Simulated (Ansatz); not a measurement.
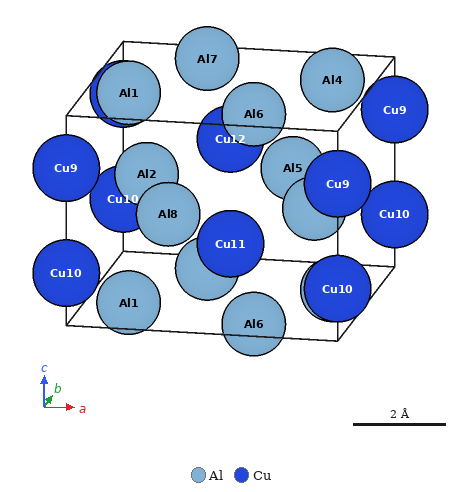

*The input geometry (spheres-only view of the cell of the calculation, seen slightly off an axis; atoms are numbered from 1 in the order of the input). An atom can appear more than once, as a periodic image.*

# Geometry relaxation of Al2Cu (part 1 of 2)

The run: geometry relaxation of Al2Cu (I4/mcm, 12 atoms in the cell). Method and program: DFT PBE, scalar-relativistic, plane waves, PAW, no spin polarisation (Ansatz 0.2.0).

The structure derives from a Materials Project entry. It belongs to a series of runs on one base structure; here: uniaxial strain along c, a, b and atoms relaxed: -2.0 %. Figures and captions count atoms from 1; the log counts them from 0 in places.

What the program printed:
```
Engine: ansatz 0.2.0, aarch64-unknown-linux-gnu
Pseudopotentials: kind: paw
Pseudopotential: Al, paw, valence charge 3, recommended cutoff 420 eV (normal), Al.paw.azcp
Pseudopotential: Cu, paw, valence charge 19, recommended cutoff 420 eV (normal), Cu.paw.azcp
Functional definition: PBE
  parameter kappa = 0.804
  parameter beta = 0.06672455060314922
  exchange = pbe_x(kappa = kappa, mu = beta*pi^2/3)
  correlation = pbe_c(beta = beta)
Crystal: 12 atoms, lattice volume = 177.053 Å³
Basis set: ecut = 420 eV, 3411 PW (Γ), exchange–correlation on 90×90×64 points (8 copies of the dense FFT grid, shifted against one another)
Bands: 62, of which v1, the nominal top of the filled ones, is band 50 counted from 1 (49 counted from 0)
Symmetry: 32 space group operations
Space group: I4/mcm (ITA 140), of the structure as read, at distance tolerance 5.6e-5 Å
k-points: 50 of 288
Non-local potential: Al, projectors of the file, l = 0: 2, l = 1: 2, l = 2: 1
Non-local potential: Cu, projectors of the file, l = 0: 3, l = 1: 2, l = 2: 3, l = 3: 1
PAW form: soft (Blöchl's): semilocal exchange-correlation on the pseudo side does not see the compensation charge
PAW one-centre angular grid: Al, 110 points (default); XC on 64 Gauss nodes
PAW one-centre angular grid: Cu, 590 points (default); XC on 64 Gauss nodes
Initial density: superposition of atomic densities (neutral atoms: chi_scale 0, normalization atom), corrected by the library's trained network
Initial wavefunctions: pseudopotential atomic-orbital guess
Functional: x = pbe(κ = 0.804, μ = 0.2195149727645171), c = pbe(β = 0.06672455060314922)
SCF iter   1: F=—  HF=-30802.653159 eV  |F-HF|=—  |Δ(HF+E_count)|=         —  Δρ=4.66e-3  dr2=2.99e-2  ethr=1.77e-3  ⟨swp⟩=6.8  Hψ=12688  notcnv=0  defer=22
preconditioner: auto → Kerker (q_TF=auto, 2.481 Å⁻¹)  [metal: Δε(μ)=0.001 eV  Ē_g=7.121 eV  σ=0.100 eV  W_gap=0.01  n_scr=46 (ndim 8)  ℏωp=23.0 eV  f_vac=0.000  D(μ)=4.05/eV (n_scr^D=26)]
SCF iter   2: F=—  HF=-30802.651313 eV  |F-HF|=—  |Δ(HF+E_count)|=   1.85e-3  Δρ=1.05e-3  dr2=1.75e-3  ethr=2.99e-5  ⟨swp⟩=2.0  Hψ=4566  notcnv=0  defer=37
SCF iter   3: F=—  HF=-30802.650923 eV  |F-HF|=—  |Δ(HF+E_count)|=   3.90e-4  Δρ=7.81e-4  dr2=1.61e-3  ethr=1.75e-6  ⟨swp⟩=2.1  Hψ=4522  notcnv=0  defer=37
SCF iter   4: F=—  HF=-30802.650792 eV  |F-HF|=—  |Δ(HF+E_count)|=   1.31e-4  Δρ=1.37e-4  dr2=6.81e-5  ethr=1.61e-6  ⟨swp⟩=2.4  Hψ=4189  notcnv=0  defer=37
SCF iter   5: F=—  HF=-30802.650806 eV  |F-HF|=—  |Δ(HF+E_count)|=   1.38e-5  Δρ=1.13e-4  dr2=1.36e-5  ethr=6.81e-8  ⟨swp⟩=2.1  Hψ=4374  notcnv=0  defer=37
SCF iter   6: F=—  HF=-30802.650803 eV  |F-HF|=—  |Δ(HF+E_count)|=   3.25e-6  Δρ=1.02e-5  dr2=2.05e-7  ethr=1.36e-8  ⟨swp⟩=2.0  Hψ=3960  notcnv=0  defer=37
SCF iter   7: F=-30802.650803 eV  HF=-30802.650803 eV  |F-HF|=2.62e-9  |Δ(HF+E_count)|=   8.46e-8  Δρ=2.77e-6  dr2=1.31e-8  ethr=1.00e-10  ⟨swp⟩=9.3  Hψ=12637  notcnv=0
SCF 1 converged in 7 iterations: F = -30802.650803 eV  dr2 = 1.31e-8
  greatest PAW one-centre occupation: 1.000 electrons in one spin orbital (limit 2), on the Cu atom at site 11 (counted from 0), in its partial waves of l = 0
relax step   1: F+E_penalty+E_count = -30802.65080288 eV  Δ(F+E_penalty+E_count) = +0.000e0 eV  max|allowed force component| = 2.907e-2 eV/Å  Δτ_max = 0.0000 Å  P = +1.190 GPa  Ω = 177.053 Å³  fix = [c, alpha, beta, gamma]  reactions: c +3.507 GPa  (7 SCF iters, dr2 threshold 1.00e-7 eV, accepted)
Crystal: 12 atoms, lattice volume = 176.988 Å³
Initial density: handed on by an earlier stage of this run
Initial wavefunctions: those handed on with the density
iter 1 solved again at ethr=4.23e-7 eV; its pass at ethr=3.10e-3 eV (dr2=4.23e-4 eV) is discarded
SCF iter   1: F=—  HF=-30802.651768 eV  |F-HF|=—  |Δ(HF+E_count)|=         —  Δρ=3.26e-4  dr2=4.36e-4  ethr=4.23e-7  ⟨swp⟩=2.0  Hψ=11423  notcnv=0
preconditioner: auto → Kerker (q_TF=auto, 2.481 Å⁻¹)  [metal: Δε(μ)=0.033 eV  Ē_g=7.083 eV  σ=0.100 eV  W_gap=0.18  n_scr=46 (ndim 8)  ℏωp=23.0 eV  f_vac=0.000  D(μ)=3.77/eV (n_scr^D=18)]
SCF iter   2: F=—  HF=-30802.651704 eV  |F-HF|=—  |Δ(HF+E_count)|=   6.44e-5  Δρ=1.91e-4  dr2=1.75e-4  ethr=4.23e-7  ⟨swp⟩=1.1  Hψ=3105  notcnv=0
SCF iter   3: F=—  HF=-30802.651668 eV  |F-HF|=—  |Δ(HF+E_count)|=   3.59e-5  Δρ=1.51e-4  dr2=3.25e-5  ethr=1.75e-7  ⟨swp⟩=2.1  Hψ=4657  notcnv=0
SCF iter   4: F=—  HF=-30802.651656 eV  |F-HF|=—  |Δ(HF+E_count)|=   1.18e-5  Δρ=1.93e-5  dr2=4.92e-7  ethr=3.25e-8  ⟨swp⟩=2.0  Hψ=4365  notcnv=0
iter 5 did not close the SCF: its close was put off for the readings that it lacked (scf_convergence_deferred on its scf_iter line)
SCF iter   5: F=-30802.651656 eV  HF=-30802.651656 eV  |F-HF|=1.41e-8  |Δ(HF+E_count)|=   3.76e-8  Δρ=3.79e-6  dr2=3.12e-8  ethr=4.92e-10  ⟨swp⟩=2.0  Hψ=4699  notcnv=0
SCF iter   6: F=-30802.651656 eV  HF=-30802.651656 eV  |F-HF|=4.51e-10  |Δ(HF+E_count)|=   6.50e-9  Δρ=1.03e-6  dr2=1.91e-9  ethr=3.12e-11  ⟨swp⟩=2.7  Hψ=10097  notcnv=0
SCF 2 converged in 6 iterations: F = -30802.651656 eV  dr2 = 1.91e-9
relax step   2: F+E_penalty+E_count = -30802.65165606 eV  Δ(F+E_penalty+E_count) = -8.532e-4 eV  max|allowed force component| = 2.344e-3 eV/Å  Δτ_max = 0.0048 Å  P = +1.209 GPa  Ω = 176.988 Å³  energy of the carried Pulay correction = +2.712e-5 eV  fix = [c, alpha, beta, gamma]  reactions: c +3.415 GPa  (6 SCF iters, dr2 threshold 5.28e-8 eV, accepted)
Crystal: 12 atoms, lattice volume = 177.182 Å³
iter 1 solved again at ethr=2.58e-7 eV; its pass at ethr=3.10e-3 eV (dr2=2.58e-4 eV) is discarded
SCF iter   1: F=—  HF=-30802.651655 eV  |F-HF|=—  |Δ(HF+E_count)|=         —  Δρ=4.32e-4  dr2=2.59e-4  ethr=2.58e-7  ⟨swp⟩=1.3  Hψ=10757  notcnv=0
preconditioner: auto → Kerker (q_TF=auto, 2.480 Å⁻¹)  [metal: Δε(μ)=0.030 eV  Ē_g=7.082 eV  σ=0.100 eV  W_gap=0.17  n_scr=46 (ndim 8)  ℏωp=23.0 eV  f_vac=0.000  D(μ)=3.82/eV (n_scr^D=26)]
SCF iter   2: F=—  HF=-30802.651638 eV  |F-HF|=—  |Δ(HF+E_count)|=   1.68e-5  Δρ=5.93e-5  dr2=7.79e-6  ethr=2.58e-7  ⟨swp⟩=2.0  Hψ=3981  notcnv=0
SCF iter   3: F=—  HF=-30802.651627 eV  |F-HF|=—  |Δ(HF+E_count)|=   1.10e-5  Δρ=5.92e-5  dr2=8.21e-6  ethr=7.79e-9  ⟨swp⟩=2.2  Hψ=4892  notcnv=0
SCF iter   4: F=—  HF=-30802.651625 eV  |F-HF|=—  |Δ(HF+E_count)|=   1.36e-6  Δρ=1.40e-5  dr2=2.23e-7  ethr=7.79e-9  ⟨swp⟩=2.2  Hψ=4104  notcnv=0
iter 5 did not close the SCF: its close was put off for the readings that it lacked (scf_convergence_deferred on its scf_iter line)
SCF iter   5: F=-30802.651626 eV  HF=-30802.651626 eV  |F-HF|=3.78e-9  |Δ(HF+E_count)|=   1.90e-7  Δρ=2.33e-6  dr2=1.28e-8  ethr=2.23e-10  ⟨swp⟩=2.3  Hψ=4904  notcnv=0
SCF iter   6: F=-30802.651626 eV  HF=-30802.651626 eV  |F-HF|=1.46e-10  |Δ(HF+E_count)|=  2.69e-10  Δρ=5.68e-7  dr2=5.99e-10  ethr=1.28e-11  ⟨swp⟩=2.5  Hψ=9363  notcnv=0
SCF 3 converged in 6 iterations: F = -30802.651626 eV  dr2 = 5.99e-10
relax step   3: F+E_penalty+E_count = -30802.65162560 eV  Δ(F+E_penalty+E_count) = +3.046e-5 eV  max|allowed force component| = 2.578e-4 eV/Å  Δτ_max = 0.0006 Å  P = +1.094 GPa  Ω = 177.182 Å³  energy of the carried Pulay correction = -5.421e-5 eV  fix = [c, alpha, beta, gamma]  reactions: c +3.347 GPa  (6 SCF iters, dr2 threshold 2.78e-8 eV, accepted)
Crystal: 12 atoms, lattice volume = 177.137 Å³
iter 1 solved again at ethr=1.48e-8 eV; its pass at ethr=3.10e-3 eV (dr2=1.48e-5 eV) is discarded
SCF iter   1: F=—  HF=-30802.651637 eV  |F-HF|=—  |Δ(HF+E_count)|=         —  Δρ=1.02e-4  dr2=1.49e-5  ethr=1.48e-8  ⟨swp⟩=1.2  Hψ=10680  notcnv=0
preconditioner: auto → Kerker (q_TF=auto, 2.480 Å⁻¹)  [metal: Δε(μ)=0.032 eV  Ē_g=7.079 eV  σ=0.100 eV  W_gap=0.18  n_scr=46 (ndim 8)  ℏωp=23.0 eV  f_vac=0.000  D(μ)=3.81/eV (n_scr^D=26)]
SCF iter   2: F=—  HF=-30802.651647 eV  |F-HF|=—  |Δ(HF+E_count)|=   9.96e-6  Δρ=1.36e-5  dr2=4.61e-7  ethr=1.48e-8  ⟨swp⟩=2.2  Hψ=4214  notcnv=0
SCF iter   3: F=—  HF=-30802.651650 eV  |F-HF|=—  |Δ(HF+E_count)|=   2.53e-6  Δρ=1.36e-5  dr2=4.69e-7  ethr=4.61e-10  ⟨swp⟩=2.1  Hψ=4850  notcnv=0
SCF iter   4: F=—  HF=-30802.651649 eV  |F-HF|=—  |Δ(HF+E_count)|=   7.52e-8  Δρ=3.13e-6  dr2=1.39e-8  ethr=4.61e-10  ⟨swp⟩=2.2  Hψ=4117  notcnv=0
iter 5 did not close the SCF: its close was put off for the readings that it lacked (scf_convergence_deferred on its scf_iter line)
SCF iter   5: F=-30802.651649 eV  HF=-30802.651649 eV  |F-HF|=8.00e-11  |Δ(HF+E_count)|=   9.83e-9  Δρ=4.35e-7  dr2=3.71e-10  ethr=1.39e-11  ⟨swp⟩=2.2  Hψ=5271  notcnv=0
SCF iter   6: F=-30802.651649 eV  HF=-30802.651649 eV  |F-HF|=1.82e-11  |Δ(HF+E_count)|=  1.82e-10  Δρ=1.63e-7  dr2=5.78e-11  ethr=1.00e-12  ⟨swp⟩=2.2  Hψ=8500  notcnv=0
SCF 4 converged in 6 iterations: F = -30802.651649 eV  dr2 = 5.78e-11
relax step   4: F+E_penalty+E_count = -30802.65164947 eV  Δ(F+E_penalty+E_count) = -2.387e-5 eV  max|allowed force component| = 5.771e-6 eV/Å  Δτ_max = 0.0001 Å  P = +1.120 GPa  Ω = 177.137 Å³  energy of the carried Pulay correction = -3.512e-5 eV  fix = [c, alpha, beta, gamma]  reactions: c +3.361 GPa  (6 SCF iters, dr2 threshold 2.68e-9 eV, accepted)
Initial wavefunctions: pseudopotential atomic-orbital guess (no wavefunctions were taken with the density)
iter 1 solved again at ethr=3.13e-7 eV; its pass at ethr=3.10e-3 eV (dr2=3.13e-4 eV) is discarded
SCF iter   1: F=—  HF=-30802.651664 eV  |F-HF|=—  |Δ(HF+E_count)|=         —  Δρ=2.66e-6  dr2=9.75e-9  ethr=3.13e-7  ⟨swp⟩=3.0  Hψ=19162  notcnv=0
eigensolver tolerance schedule: the retry pair's looser diagonalisation over-reported the residual by 32066.12 of it (diagonalisation noise at an unbounded share of the residual, at the tolerance the schedule requests for it); recorded, not acted on — ethr = c·dr2/N_el stays at c = 1.0e-1
preconditioner: auto → Kerker (q_TF=auto, 2.480 Å⁻¹)  [metal: Δε(μ)=0.032 eV  Ē_g=7.080 eV  σ=0.100 eV  W_gap=0.18  n_scr=46 (ndim 8)  ℏωp=23.0 eV  f_vac=0.000  D(μ)=3.81/eV (n_scr^D=26)]
SCF iter   2: F=—  HF=-30802.651688 eV  |F-HF|=—  |Δ(HF+E_count)|=   2.41e-5  Δρ=1.13e-6  dr2=1.15e-9  ethr=9.75e-12  ⟨swp⟩=3.0  Hψ=7855  notcnv=0
SCF iter   3: F=—  HF=-30802.651688 eV  |F-HF|=—  |Δ(HF+E_count)|=   1.12e-9  Δρ=7.98e-7  dr2=6.02e-10  ethr=1.15e-12  ⟨swp⟩=1.0  Hψ=3100  notcnv=0
SCF iter   4: F=—  HF=-30802.651688 eV  |F-HF|=—  |Δ(HF+E_count)|=   1.00e-9  Δρ=2.65e-7  dr2=1.20e-10  ethr=1.00e-12  ⟨swp⟩=1.0  Hψ=3100  notcnv=0
SCF iter   5: F=—  HF=-30802.651688 eV  |F-HF|=—  |Δ(HF+E_count)|=  3.64e-12  Δρ=1.19e-7  dr2=2.89e-11  ethr=1.00e-12  ⟨swp⟩=1.0  Hψ=3100  notcnv=0
iter 6 did not close the SCF: its close was put off for the readings that it lacked (scf_convergence_deferred on its scf_iter line)
SCF iter   6: F=-30802.651688 eV  HF=-30802.651688 eV  |F-HF|=7.28e-12  |Δ(HF+E_count)|=  3.64e-12  Δρ=5.35e-8  dr2=5.53e-12  ethr=1.00e-12  ⟨swp⟩=1.0  Hψ=3100  notcnv=0
iter 7 did not close the SCF: its close was put off for the readings that it lacked (scf_convergence_deferred on its scf_iter line)
SCF iter   7: F=-30802.651688 eV  HF=-30802.651688 eV  |F-HF|=0.00e0  |Δ(HF+E_count)|=  3.64e-12  Δρ=2.35e-8  dr2=9.80e-13  ethr=1.00e-12  ⟨swp⟩=1.0  Hψ=3100  notcnv=0
iter 8 did not close the SCF: its close was put off for the readings that it lacked (scf_convergence_deferred on its scf_iter line)
SCF iter   8: F=-30802.651688 eV  HF=-30802.651688 eV  |F-HF|=1.82e-11  |Δ(HF+E_count)|=  1.09e-11  Δρ=1.69e-8  dr2=5.65e-13  ethr=1.00e-12  ⟨swp⟩=1.0  Hψ=3100  notcnv=0
iter 9 did not close the SCF: its close was put off for the readings that it lacked (scf_convergence_deferred on its scf_iter line)
SCF iter   9: F=-30802.651688 eV  HF=-30802.651688 eV  |F-HF|=3.64e-12  |Δ(HF+E_count)|=  1.46e-11  Δρ=7.70e-9  dr2=1.12e-13  ethr=1.00e-12  ⟨swp⟩=1.0  Hψ=3100  notcnv=0
SCF iter  10: F=-30802.651688 eV  HF=-30802.651688 eV  |F-HF|=2.91e-11  |Δ(HF+E_count)|=  1.09e-11  Δρ=4.72e-10  dr2=4.16e-16  ethr=1.00e-12  ⟨swp⟩=2.7  Hψ=8649  notcnv=0
SCF 5 converged in 10 iterations: F = -30802.651688 eV  dr2 = 4.16e-16
relax step   5: F+E_penalty+E_count = -30802.65168841 eV  Δ(F+E_penalty+E_count) = -3.894e-5 eV  max|allowed force component| = 5.087e-6 eV/Å  Δτ_max = 0.0000 Å  P = +1.120 GPa  Ω = 177.137 Å³  fix = [c, alpha, beta, gamma]  reactions: c +3.365 GPa  stress off target by 1.73e-3 GPa on what of the cell is left free  SCF on the basis re-selected at this cell (its energy is not comparable with the rows above)  (10 SCF iters)
```

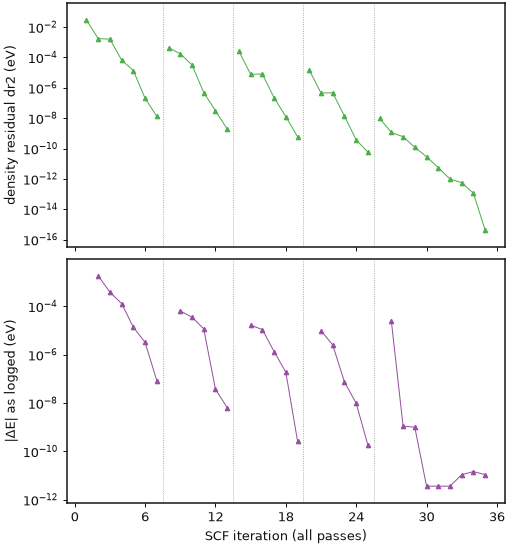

*Convergence of the self-consistent field: density residual dr2 and size of the energy change against the SCF iteration. The dotted lines part the SCF passes of the relaxation: geometry steps, rejected trials and re-solves on a re-selected basis.*

The 5 passes take 6 to 10 iterations each, 35 in all.

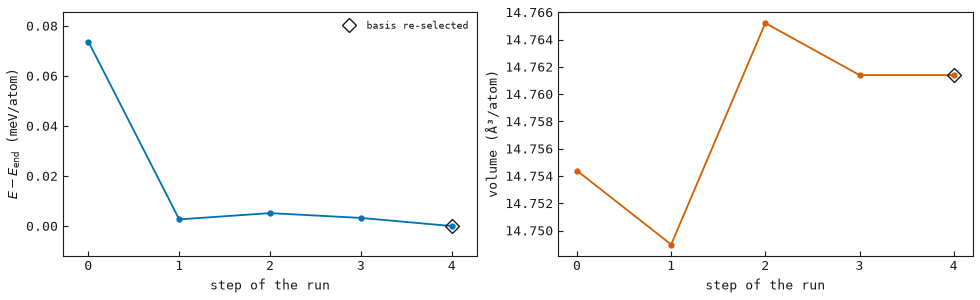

*Progress of the relaxation, step by step (the first geometry is step 0 here and step 1 in the log).*

After 3 geometry steps the energy has fallen by 0.1 meV per atom. The largest force component goes from 0.029 to under 0.0001 eV/Å. Pressure: 1.19 GPa at the start and 1.12 GPa at the end. The largest moves relative to the cell, 0.005 Å, are those of 8 atoms (Al1, Al2, Al3, Al4 and others). Cu stays in place. A last SCF at the same geometry on a re-selected plane-wave basis shifts the energy by next to nothing (0.0 meV per atom). (Atoms are counted from 1 in the order of the input.)

```
basis re-selected at this cell: Δ(F+E_penalty+E_count) = -3.894e-5 eV, ΔP = +0.000 GPa vs the last step (what re-selecting the basis moved, of the pressure what is left beyond the Pulay correction that the steps carried, after the strain that the cell walked since its last selection, with what the two solves' SCF thresholds leave and, on support functions, any second-order correction that the steps lacked; it is no measure of the basis error at this ecutwfc). This SCF's stress stands 1.73e-3 GPa from its target on what of the cell is left free (relax.cell.stress_tol is 1.50e-2 GPa) and its largest allowed force component is 5.09e-6 eV/Å (relax.f_tol is 8.00e-3 eV/Å): within both
SCF converged after 10 iterations
Free energy (F): -30802.651688 eV
Harris-Foulkes:  -30802.651688 eV  (|F-HF|=2.91e-11)
Internal energy: -30802.632623 eV  (E = F + TS)
E sigma→0 (E₀):  -30802.642156 eV
Entropy (-TS):   -0.019065 eV (-1.589 meV/atom)
Fermi energy:    10.540653 eV
--- Per-component energies (eV) ---
  E_band       = -1850.769537
  E_kinetic    = 1383.564977
  E_local      = -24954.779026  (includes V_loc(G=0)·N_el)
  E_nonlocal   = 1617.974149
  E_hartree    = 11301.913525
  E_xc         = -681.052265
  E_vxc        = -700.722750  (∫ρ·V_xc dr)
  E_paw        = -10370.331367  (= ΣΔE_a)
  E_vpaw       = -1800.635076  (= ΣTr[D̂ρ^β])
  E_aug_tail   = 0.001142  (compensation charges beyond the density's cutoff)
  E_ewald      = -9099.923758
  E_smearing   = -0.019065  (= −TS)
  E_closure    = -0.000000  (closes the sum)
  Σ components = -30802.651688   (vs F -30802.651688, Δ=0.00e0)
```
